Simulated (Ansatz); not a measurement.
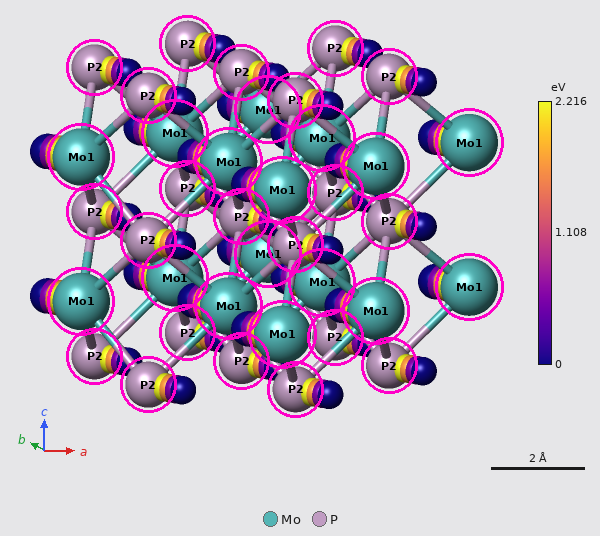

NEB run on a 2-atom cell of MoP (set up in P-6m2). Images are numbered from 0 (start) to 6 (end). The start is drawn whole; smaller spheres mark the moving atoms (Mo, P) in the later images, joined by lines and coloured by the energy of the image relative to the start. Style: ball-and-stick. Shown: the atoms within 4.7 Å of the middle of the path, slightly off an axis. The atoms that move most are ringed. Bonds to atoms that aren't drawn are left out.

These are results of DFT, PBE, PAW with Ansatz's default frozen-core files, scalar-relativistic in Ansatz 0.2.0, not measurements. Run with plane-wave cutoff 420 eV; k-point mesh 8 × 8 × 7; Fermi-Dirac smearing 0.05 eV; 5 movable images; climbing image.

Question: Describe the path and its energy.

Answer: The P atom travels furthest, 0.93 Å from end to end, along [1 −1 0], on a straight line. It doesn't move alone: Mo (0.93 Å) moves with it. The barrier is about 2.22 eV in both directions, with image 3 at the top; the ends have the same energy. The band converged in 2 iterations, with a climbing image at the top.

Cost: 96 s on 4 threads of Intel(R) Xeon(R) Platinum 8259CL CPU @ 2.50GHz (Skylake/Cascade Lake), with other jobs on the host, peak memory 0.89 GiB.
